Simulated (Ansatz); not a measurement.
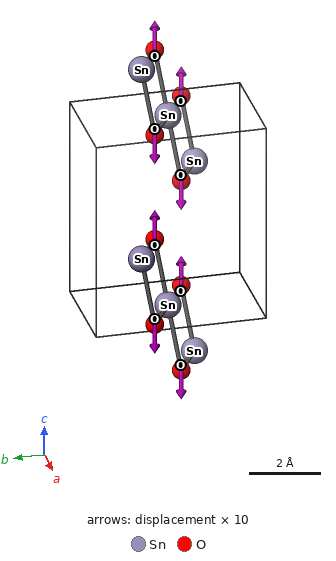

A relaxation of solid SnO₂ (a generated structure, set up in Pmmm). The starting structure is drawn; purple arrows show the displacements (the part carried along by the change of the cell is left out), magnified 10 times.

Style: ball-and-stick. Shown: the cell of the calculation, from a free direction.

The run lets cell and atoms move.

All numbers below come from Kohn-Sham DFT of a periodic cell, PBE, Ansatz PAW (Ansatz 0.2.0).

Input file:
```yaml
crystal:
  lattice:
    - [3.02327, 0.0, 0.0]
    - [0.0, 4.96468, 0.0]
    - [0.0, 0.0, 5.97696]
  atoms:
    - { symbol: Sn, position: [0.5, 0.5, 0.0] }
    - { symbol: O, position: [0.0, 0.5, 0.77572] }
    - { symbol: O, position: [0.0, 0.5, 0.22428] }
hamiltonian:
  xc: pbe
  pseudopotentials: { kind: paw }
kpoints:
  mp_grid: { grid: [9, 6, 5] }
scf:
  occupations: { method: fermi_dirac, width: 0.05 }
output:
  forces: true
  stress: true
  eigenvalues: true
relax:
  f_tol: 0.01
  max_steps: 40
  cell: { stress_tol: 0.05, p_target: 2.0 }
```

Run as
```bash
ansatz run input.yaml --threads 2 --pin off --max-ram 5632MiB --backend cpu --events-out ev --progress --plain --runs-dir out
```

Which element moves most?

Oxygen: up to 0.093 Å, against 0.000 Å for tin.

What did the optimiser do to the structure, and how much energy did it gain?

The largest moves relative to the cell, 0.093 Å, are those of O atoms. Sn stays in place. The drawn cell changes as follows: a 3.023 → 3.012 Å (−0.4 %), b 4.965 → 3.981 Å (−19.8 %), c 5.977 → 5.562 Å (−7.0 %); the volume changes by −25.7 %. Among the contacts that change: O–Sn 2.020 → 2.016 Å. The space group stays Pmmm (No. 47). Over 9 accepted moves (14 points after the start) the energy rises by 0.146 eV per cell of the calculation. With the target pressure of 2 GPa, the enthalpy E + pV changes by −0.141 eV per cell of the calculation. Largest force component: 0.00054 eV/Å at the start, 0.0045 eV/Å at the end. Pressure: 0.47 GPa at the start and 2.00 GPa at the end. The line search rejected the trial step at point 7 of the run. The SCF was repeated 4 times at an unchanged geometry on a basis and grid sized afresh for the cell, which shifted the energy by 13.6 meV per cell of the calculation at most.
